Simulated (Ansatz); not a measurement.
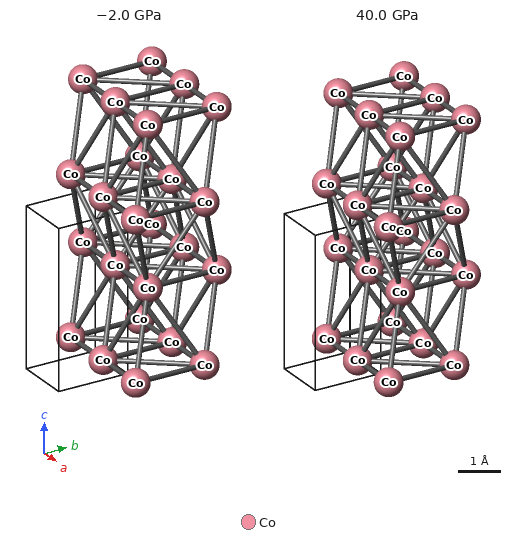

Crystalline Co (set up in P-3m1), relaxed (cell and atoms) at several target pressures. The picture shows the first and the last member. A ball-and-stick model of the cell of the calculation, repeated 3 × 2 × 2 with one cell outlined, seen slightly off an axis.

Computed with Ansatz 0.2.0: DFT PBE, scalar-relativistic, plane waves, PAW. Settings: plane-wave cutoff 420 eV; k-point mesh 18 × 18 × 10 at −2.0 to 20.0, 24 × 24 × 12 at 40.0 GPa; occupations gaussian; smearing width 0.1 eV; collinear spin; cell and atoms relaxed; force threshold 0.008 eV/Å.

```
pressure (GPa)  volume (Å³/atom)  a (Å)  c (Å)
          −2.0            10.949  2.500  4.047
           0.0            10.848  2.492  4.034
           2.0                 ?      ?      ?
           5.0            10.615  2.475  4.003
          10.0            10.408  2.459  3.976
          20.0            10.049  2.431  3.928
          40.0             9.481  2.384  3.851
```

**One row is withheld. What does the calculation give there?**

Murnaghan's form V = V₀(1 + B′P/B₀)^(−1/B′), with V₀ = 10.848 Å³ from the row at zero pressure, fits the other rows with B₀ = 221 GPa and B′ = 4.17 (largest miss 0.003 Å³). At 2.0 GPa it gives 10.848 × (1 + 4.17 × 2.0/221)^(−1/4.17) = 10.752 Å³ per atom. The calculation gives 10.750 Å³/atom (a = 2.485 Å, c = 4.021 Å). The estimate is 0.002 Å³/atom too high. From the first member to the last: Co–Co 2.485 → 2.367 Å, Co–Co 2.500 → 2.384 Å.

The whole series:

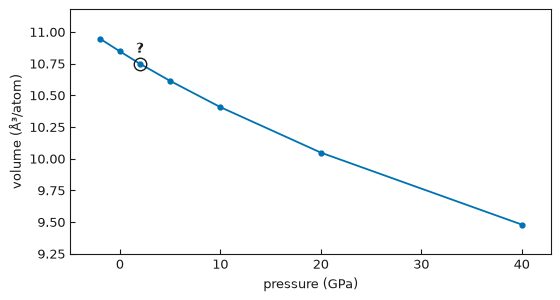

The cells carry a magnetic moment (3.4 to 3.1 μB per cell in all, first to last member); only the order that this cell allows was tried.
